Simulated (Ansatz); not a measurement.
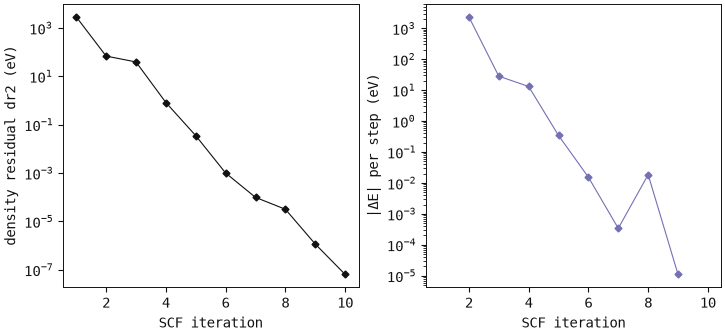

The plot shows the SCF iterations of a calculation: density residual dr2, step-to-step change of the Harris–Foulkes energy. Energy differences below 3 × 10⁻⁶ eV aren't drawn. The starting density is a sum of atomic densities corrected by a trained network.

SiNi (4 atoms in the cell), run with Ansatz.

```
crystal:
  lattice:
    - [3.0552835571, 0.0, 0.0]
    - [0.0, 3.2583147393, 0.0]
    - [0.0, 0.0, 4.7093899656]
  atoms:
    - { symbol: Si, position: [0.5681375219, 0.4737041623, 0.8522419928] }
    - { symbol: Si, position: [-0.0228081873, 0.0088230012, 0.1904455582] }
    - { symbol: Ni, position: [0.4845729265, 0.5254275724, 0.3265226994] }
    - { symbol: Ni, position: [-0.0299022611, -0.0079547359, 0.6307897497] }
basis:
  ecutwfc: "50 eV"
kpoints:
  mp_grid: { grid: [12, 10, 8] }
hamiltonian:
  xc: pbe
scf:
  occupations: { method: gaussian, width: 0.15 }
  max_iter: 60
output:
  forces: true
  eigenvalues: true
  stress: true
```

Launched with:
```bash
ansatz run input.yaml --threads 2 --pin off --max-ram 5120MiB --backend cpu --events-out ev --progress --plain --runs-dir out
```

**Was self-consistency reached?**

Converged, in 10 iterations. The residual falls at every step.

**Is anything amiss with this input?**

The input holds a fault (a cutoff far too low). The SCF closed all the same, which doesn't make the results meaningful for the real system.
